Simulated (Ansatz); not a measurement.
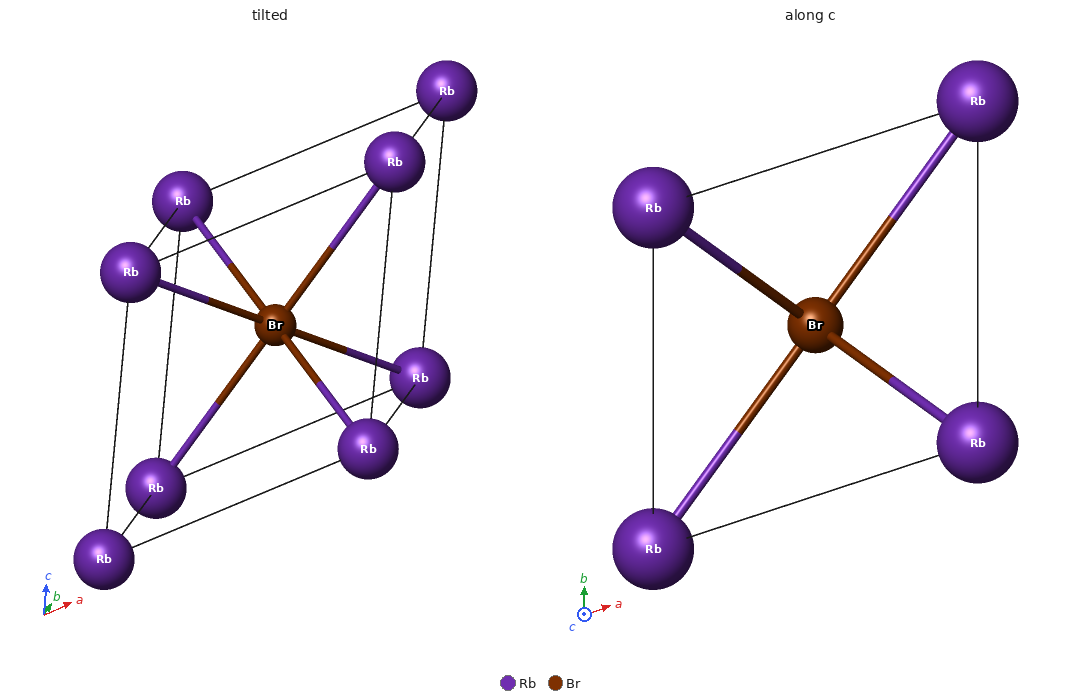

Structure drawing (ball-and-stick), viewed slightly off an axis and along the c axis. The lines enclose the simulation cell; boundary atoms appear with their images.

Full input:
```yaml
crystal:
  lattice:
    - [0.0, 3.5445780991, 3.4608261073]
    - [3.5445780991, 0.0, 3.4608261073]
    - [3.5445780991, 3.5445780991, 0.0]
  atoms:
    - { symbol: Rb, position: [0.0, 0.0, 0.0] }
    - { symbol: Br, position: [0.5, 0.5, 0.5] }
kpoints:
  mp_grid: { grid: [6, 6, 6] }
  band_path:
    path:
      - [0.0, 0.0, 0.0]
      - [0.5, 0.0, 0.5]
      - [0.625, 0.25, 0.625]
      - [0.375, 0.375, 0.75]
      - [0.5, 0.5, 0.5]
      - [0.5, 0.25, 0.75]
    npoints: 1
hamiltonian:
  xc: r2scan
scf:
  occupations: { method: fixed }
  n_extra_bands: 4
output:
  forces: true
  stress: true
  eigenvalues: true
```

Level of theory: Ansatz 0.2.0, DFT, r2SCAN, plane waves, PAW. Settings were an energy cutoff of 500 eV, a 6×6×6 grid in reciprocal space, no spin polarisation.

### Classify it as metallic or gapped, with the value.

An insulator at this level, with a gap of 4.76 eV, direct.

### Give the pressure and its sign.

The computed pressure is -0.6 GPa (stretched: it would shrink).

Starting structure: a structure type filled with these elements by a generator (whether the compound takes this form wasn't checked). The cell was then strained or its atoms displaced on purpose. It went into a calculation with Ansatz.
